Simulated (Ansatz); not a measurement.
SiGe3 (space group P3m1, No. 156): the geometry relaxed with DFT PBE, scalar-relativistic, plane waves, PAW in Ansatz.

```xyz
4
Lattice="3.9991 0.0000 0.0000 -1.9995 3.4633 0.0000 0.0000 0.0000 6.6007" Properties=species:S:1:pos:R:3 pbc="T T T"
Ge    1.9995    1.1544    0.4174
Si    0.0000    2.3089    3.7127
Ge    1.9995    1.1544    2.9189
Ge    0.0000    2.3089    6.1524
```

Bonds are taken as Ge–Ge below 2.8 Å and Ge–Si below 2.7 Å; no other contact counts. The graph is simplified in the usual way: terminal and isolated atoms are pruned, two-connected atoms become edges.

Derive the underlying net.

The result is a uninodal 4-connected, three-periodic net: Ge and Si are 4-connected nodes. It is the lon net, known from lonsdaleite, wurtzite and tridymite. It is a single net, without interpenetration.

| node | links | point symbol | coordination sequence |
| --- | --- | --- | --- |
| Ge and Si | 4 | 6⁶ | 4 12 25 44 67 96 |

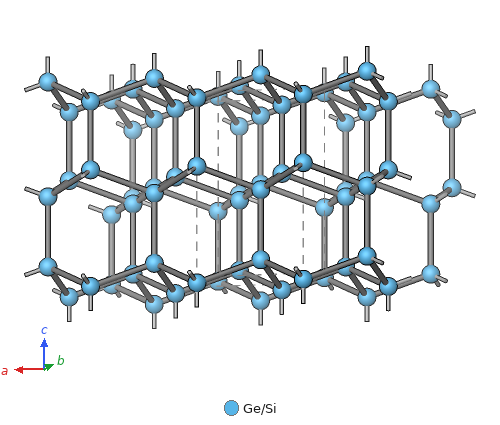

Nodes are coloured by topological kind. Edges to nodes outside the piece are drawn as stubs.
